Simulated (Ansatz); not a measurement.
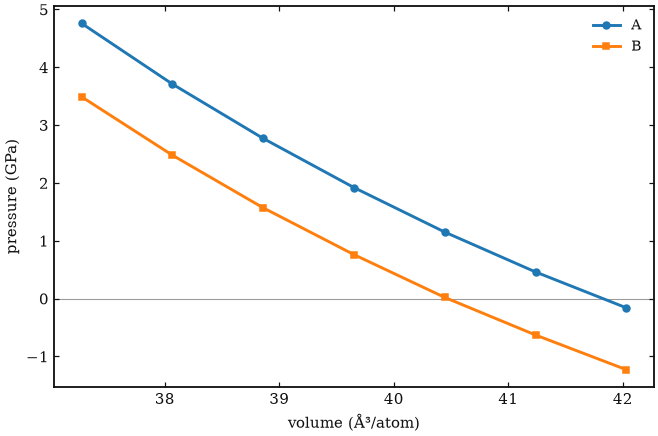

The plot gives the computed pressure against volume, with one curve for each functional, for BaTe (space group Fm-3m). The labels are replaced by letters. In alphabetical order the cases are: LDA; PBEsol.

Computed with Ansatz 0.2.0: all-electron LAPW DFT, no spin polarisation; energies at scaled volumes of the given cell, shape and fractions fixed, counted from the fit's minimum, third-order Birch-Murnaghan fit. All runs: no spin polarisation.

```json
{"setting": "k mesh", "value": "7×7×7"}
{"setting": "occupations", "value": "Fermi–Dirac"}
{"setting": "smearing width", "value": "0.05 eV"}
{"setting": "potentials", "value": "all electron LAPW, scalar relativistic"}
```

Which letter stands for which functional?

A: PBEsol; B: LDA.
